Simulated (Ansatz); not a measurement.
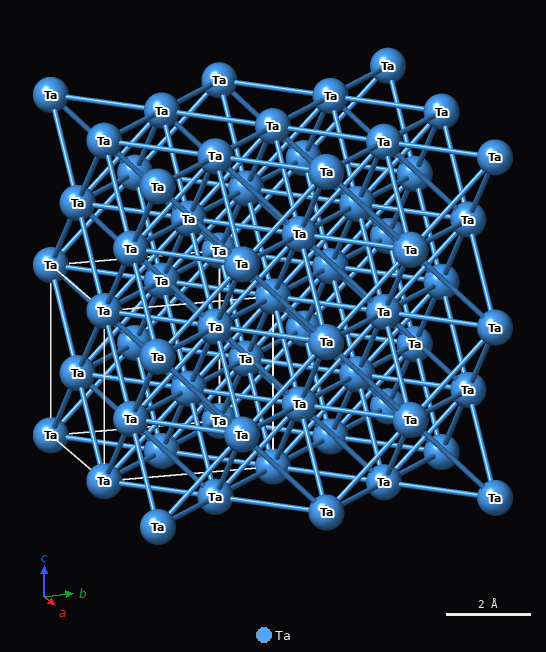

Reference structure: a symmetric starting cell of Ta. Style: ball-and-stick. Shown: the conventional cell (4 times the calculation's cell), repeated 2 × 2 × 2 with one cell outlined, slightly off an axis. Lengths and directions refer to the drawn axes.

Method: DFT PBE, scalar-relativistic, plane waves, PAW (Ansatz 0.2.0). Settings: plane-wave cutoff 420 eV; k-point mesh 14 × 14 × 14; occupations gaussian; smearing width 0.1 eV; no spin polarisation.

Change: The cell is strained by +4.3 % along c and −1.7 % across it (volume +0.9 %), the atoms keeping their fractional coordinates. No relaxation follows. The starting cell wasn't computed here and needn't be at equilibrium, so pressure and forces aren't due to the change alone.

Input file:
```yaml
crystal:
  lattice:
    - [0.0, 2.0748052, 2.2014052]
    - [2.0748052, 0.0, 2.2014052]
    - [2.0748052, 2.0748052, 0.0]
  atoms:
    - { symbol: Ta, position: [0.0, 0.0, 0.0] }
basis:
  ecutwfc: 420
kpoints:
  mp_grid: { grid: [14, 14, 14] }
hamiltonian:
  xc: pbe
scf:
  occupations: { method: gaussian, width: 0.1 }
output:
  forces: true
  stress: true
  eigenvalues: true
  populations: true
```

Command:
```bash
ansatz run input.yaml --threads 1 --pin off --max-ram 1331MiB --backend cpu --events-out ev --progress --plain --runs-dir out
```

> What does the calculation give for the changed structure?

The pressure is −1.9 GPa (not all of it need come from the change, since the unchanged cell can be under pressure at this level too). The principal stresses (compression positive) are 2.4 GPa along c and −4.1 GPa across it. All forces vanish by symmetry. Among the bonded contacts that change: Ta–Ta 2.984 → 2.934 to 3.025 Å. The space group (tolerance 0.01 Å) goes from Fm-3m (No. 225) to I4/mmm (No. 139).

The changed structure in the same view:

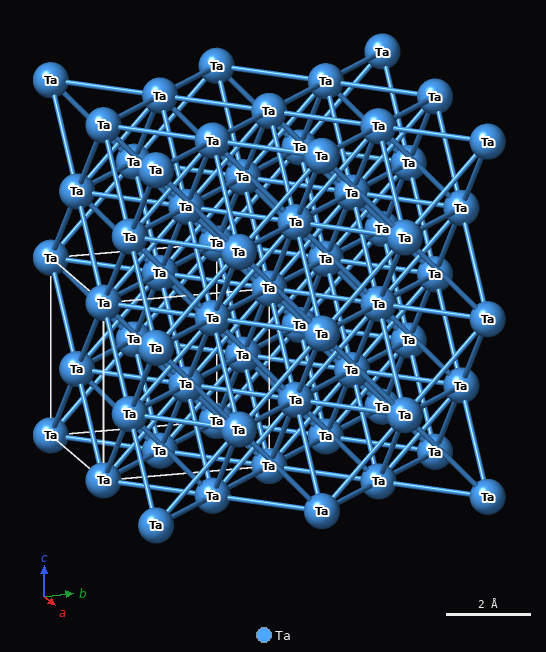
